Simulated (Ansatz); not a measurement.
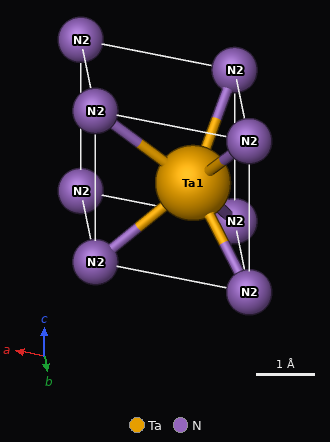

Fig. 1: The input geometry (ball-and-stick view of the cell of the calculation, seen at an oblique angle; atoms are numbered from 1 in the order of the input).

**Single-point calculation, with input and output: TaN**

- system: TaN (2 atoms in the cell)
- method: DFT r2SCAN, scalar-relativistic, plane waves, PAW, no spin polarisation (Ansatz 0.2.0)

The structure derives from an entry of the Crystallography Open Database. Figures and captions count atoms from 1; the log counts them from 0 in places.

The program's output:
```
Engine: ansatz 0.2.0, x86_64-unknown-linux-gnu
Pseudopotentials: kind: paw
Pseudopotential: Ta, paw, valence charge 13, recommended cutoff 500 eV (meta_gga), Ta.paw.azcp
Pseudopotential: N, paw, valence charge 5, recommended cutoff 500 eV (meta_gga), N.paw.azcp
Functional definition: r2SCAN
  parameter k0 = 0.174
  parameter k1 = 0.065
  parameter a1 = 4.9479
  exchange = r2scan_x(k0 = k0, k1 = k1, a1 = a1)
  correlation = r2scan_c
Crystal: 2 atoms, lattice volume = 21.552 Å³
Basis set: ecut = 500 eV, 551 PW (Γ), exchange–correlation on 96×96×96 points (64 copies of the dense FFT grid, shifted against one another)
Bands: 13, of which v1, the nominal top of the filled ones, is band 9 counted from 1 (8 counted from 0)
Symmetry: 12 space group operations
Space group: P-6m2 (ITA 187), of the structure as read, at distance tolerance 2.8e-5 Å
k-points: 610 of 10368 (time reversal used)
Non-local potential: Ta, projectors of the file, l = 0: 3, l = 1: 2, l = 2: 2, l = 3: 1
Non-local potential: N, projectors of the file, l = 0: 2, l = 1: 2, l = 2: 1
PAW form: soft (Blöchl's): semilocal exchange-correlation on the pseudo side does not see the compensation charge
PAW frozen core: Ta, regenerated for the run's functional (the file was generated under x = pbe(κ = 0.804, μ = 0.2195149727645171), c = pbe(β = 0.06672455060314922))
PAW frozen core: N, regenerated for the run's functional (the file was generated under x = pbe(κ = 0.804, μ = 0.2195149727645171), c = pbe(β = 0.06672455060314922))
PAW one-centre angular grid: Ta, 590 points (default); XC on 160 Gauss nodes
PAW one-centre angular grid: N, 302 points (default); XC on 160 Gauss nodes
Initial density: superposition of atomic densities (neutral atoms: chi_scale 0, normalization atom), corrected by the library's trained network
Initial wavefunctions: pseudopotential atomic-orbital guess
Functional: x = r2scan, c = r2scan; τ floored in thin density (d = 2e-4 eV/Å³)
SCF iter   1: F=—  HF=-10331.701619 eV  |F-HF|=—  |Δ(HF+E_count)|=         —  Δρ=1.10e-2  dr2=9.15e-3  dr2_τ=1.21e-1  ethr=1.77e-3  ⟨swp⟩=5.6  Hψ=41848  notcnv=0
preconditioner: auto → none  [metal: Δε(μ)=0.009 eV  Ē_g=11.683 eV  σ=0.150 eV  W_gap=0.03  n_scr=8 (ndim 8)  ℏωp=25.3 eV  f_vac=0.000  D(μ)=0.06/eV (n_scr^D=0)  sad-step TF]
SCF iter   2: F=—  HF=-10331.800671 eV  |F-HF|=—  |Δ(HF+E_count)|=   9.91e-2  Δρ=8.57e-3  dr2=8.56e-3  dr2_τ=6.15e-4  ethr=5.08e-5  ⟨swp⟩=2.1  Hψ=18949  notcnv=0
SCF iter   3: F=—  HF=-10331.804600 eV  |F-HF|=—  |Δ(HF+E_count)|=   3.93e-3  Δρ=4.59e-3  dr2=3.42e-3  dr2_τ=5.03e-4  ethr=4.76e-5  ⟨swp⟩=2.0  Hψ=10943  notcnv=0
SCF iter   4: F=—  HF=-10331.804450 eV  |F-HF|=—  |Δ(HF+E_count)|=   1.50e-4  Δρ=2.71e-3  dr2=1.59e-3  dr2_τ=1.03e-4  ethr=1.90e-5  ⟨swp⟩=1.9  Hψ=9954  notcnv=0
SCF iter   5: F=—  HF=-10331.804224 eV  |F-HF|=—  |Δ(HF+E_count)|=   2.26e-4  Δρ=4.45e-4  dr2=4.08e-5  dr2_τ=2.87e-6  ethr=8.85e-6  ⟨swp⟩=2.1  Hψ=9771  notcnv=0
SCF iter   6: F=—  HF=-10331.804223 eV  |F-HF|=—  |Δ(HF+E_count)|=   1.19e-6  Δρ=3.18e-5  dr2=1.95e-7  dr2_τ=2.71e-8  ethr=2.27e-7  ⟨swp⟩=2.0  Hψ=10812  notcnv=0
SCF iter   7: F=-10331.804223 eV  HF=-10331.804223 eV  |F-HF|=1.93e-9  |Δ(HF+E_count)|=   4.31e-8  Δρ=1.24e-5  dr2=2.49e-8  dr2_τ=1.62e-9  ethr=5.56e-10  ⟨swp⟩=10.0  Hψ=56589  notcnv=0
SCF 1 converged in 7 iterations: F = -10331.804223 eV  dr2 = 2.49e-8
  greatest PAW one-centre occupation: 0.998 electrons in one spin orbital (limit 2), on the Ta atom at site 0 (counted from 0), in its partial waves of l = 0
SCF converged after 7 iterations
Free energy (F): -10331.804223 eV
Harris-Foulkes:  -10331.804223 eV  (|F-HF|=1.93e-9)
Internal energy: -10331.803599 eV  (E = F + TS)
E sigma→0 (E₀):  -10331.803911 eV
Entropy (-TS):   -0.000624 eV (-0.312 meV/atom)
Fermi energy:    20.205471 eV
--- Per-component energies (eV) ---
  E_band       = -68.274758
  E_kinetic    = 501.339116
  E_local      = -603.794372  (includes V_loc(G=0)·N_el)
  E_nonlocal   = 59.430527
  E_hartree    = 204.027716
  E_xc         = -265.832721
  E_vxc        = -308.534340  (∫ρ·V_xc dr)
  E_paw        = -8552.164527  (= ΣΔE_a)
  E_vpaw       = -140.597576  (= ΣTr[D̂ρ^β])
  E_aug_tail   = 0.000081  (compensation charges beyond the density's cutoff)
  E_vtau       = 15.825364  (kinetic-family band-sum trace: ∫τ·v_τ [+ j·A + Jᵃ·Aᵃ] dr)
  E_ewald      = -1674.023574
  E_core_change = -0.785845  (= ΣΔE_core)
  E_smearing   = -0.000624  (= −TS)
  E_closure    = 0.000000  (closes the sum)
  Σ components = -10331.804223   (vs F -10331.804223, Δ=0.00e0)
--- Forces (eV/Å), atoms counted from 1 ---
  atom   1  Ta     0.00000000     0.00000000     0.00000000
  atom   2  N      0.00000000     0.00000000     0.00000000
  max |Σ_I F_I| component: 2.59e-16 eV/Å
--- Stress (GPa, compression-positive) ---
       -0.491482       0.000000       0.000000
        0.000000      -0.491482       0.000000
        0.000000       0.000000       0.270848
  P = ⅓ Tr σ = -0.2374 GPa (-2.374 kbar)
--- Band table (eV; the first three rows and the last of 610) ---
  k-point 0: bands = ["-50.1994", "-15.8666", "-15.6084", "-15.6084", "1.4278", "15.3818", "15.3818", "15.8232", "17.0501", "22.6670", "23.9452", "23.9452", "24.4582"]
  k-point 1: bands = ["-50.1978", "-15.8976", "-15.6060", "-15.6060", "1.4923", "15.4081", "15.4081", "15.5229", "17.3076", "22.7871", "23.4365", "23.4365", "24.8525"]
  k-point 2: bands = ["-50.1931", "-15.9859", "-15.5989", "-15.5989", "1.6803", "14.8860", "15.4845", "15.4845", "17.8478", "22.7094", "22.7094", "23.1197", "25.2328"]
  k-point 609: bands = ["-50.0562", "-16.5054", "-16.2354", "-16.1803", "3.4127", "11.7266", "13.3515", "16.0428", "19.6744", "24.9357", "25.3254", "27.1836", "28.2251"]
```

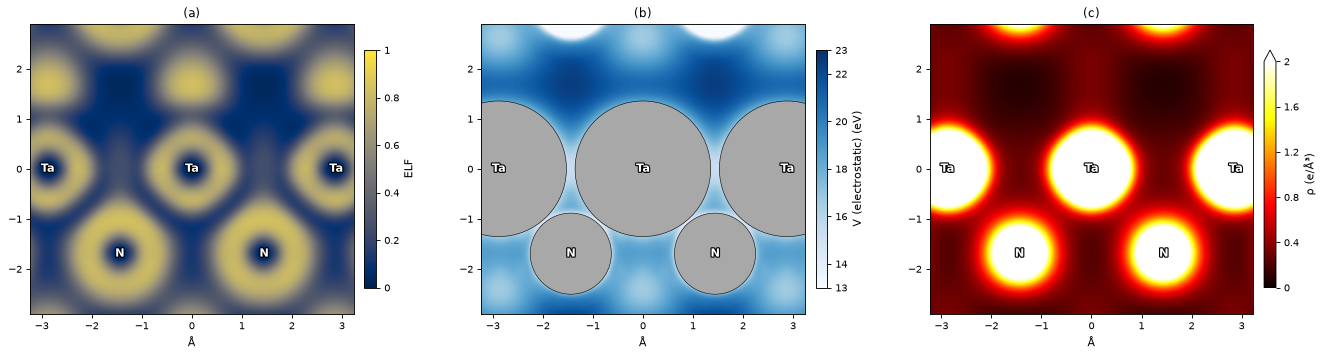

Fig. 2: (a) electron localisation function; (b) electrostatic potential (local pseudopotential plus Hartree) felt by an electron; (c) valence electron density on the (110) plane of the conventional cell. Grey discs, where drawn, cover atomic cores. Ta–N (2.23 Å): ρ is about 0.54 e/Å³ halfway; the ELF is about 0.20 at the midpoint; no shared pair; the contact is polar. Ta–Ta (2.88 Å): the density is about 0.29 e/Å³ at the midpoint; the ELF is about 0.25 at the midpoint; no localised pair between them. Away from the nuclei the density in this plane falls to 0.08 e/Å³ at its lowest. The strong features right at Ta lie inside the PAW spheres (semicore, d or f shells) and say nothing about bonding. Outside the cores the potential energy rises away from the atoms and is highest about 1.7 Å from the nearest atoms; outside the discs it spans about 9 eV, and its zero is arbitrary. In a PAW calculation such maps are meaningful between the atoms, not at the nuclei.

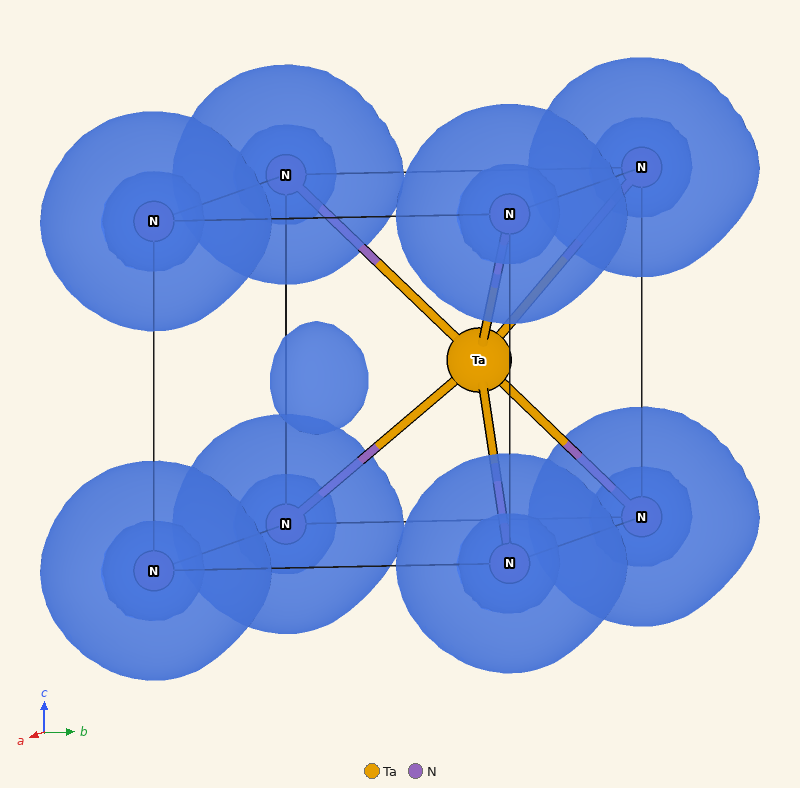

Fig. 3: Isosurface of the ELF at 0.65 (blue), seen slightly off an axis. Core shells and regions of very low density are left out. Sticks mark near contacts. The outline is the cell set on symmetry axes. Along the contacts the grid gives the following. Ta–N (2.23 Å): the ELF is about 0.20 at the midpoint (a polar contact without a shared pair, in a metal). Ta–Ta (2.88 Å): the ELF is about 0.25 at the midpoint; no shared electron pair.

The run was set up as follows.

Input file:
```yaml
crystal:
  lattice:
    - [2.9379988584, 0.0, 0.0]
    - [-1.4689994292, 2.5443816477, 0.0]
    - [0.0, 0.0, 2.883]
  atoms:
    - { symbol: Ta, position: [0.3333333333, 0.6666666667, 0.5] }
    - { symbol: "N", position: [0.0, 0.0, 0.0] }
basis:
  ecutwfc: 500
kpoints:
  mp_grid: { grid: [24, 24, 18] }
hamiltonian:
  xc: r2scan
scf:
  occupations: { method: gaussian, width: 0.15 }
output:
  forces: true
  stress: true
  eigenvalues: true
  write_density: true
  write_potential: true
  elf: true
  volumetric_format: npy
```

Run as:
```bash
ansatz run input.yaml --threads 1 --pin off --max-ram 2560MiB --backend cpu --events-out ev --progress --plain --runs-dir out
```

Key numbers:

- outcome: converged
- space group (tolerance 0.01 Å): P-6m2 (187)
- electrons treated: 18
- free energy: −10331.8042 eV
- Fermi energy: 20.205 eV
- gap on the k-point mesh: none (metallic)
- pressure: −0.24 GPa
- largest force (length of the vector): under 0.001 eV/Å
- hardware: 1 thread of Oxide Virtual Turin-like (Zen 5), 32 GiB of memory available, shared host
- wall time: 25 s
- peak memory: 0.62 GiB

Notes:

Spin–orbit coupling is left out, which matters for Ta.
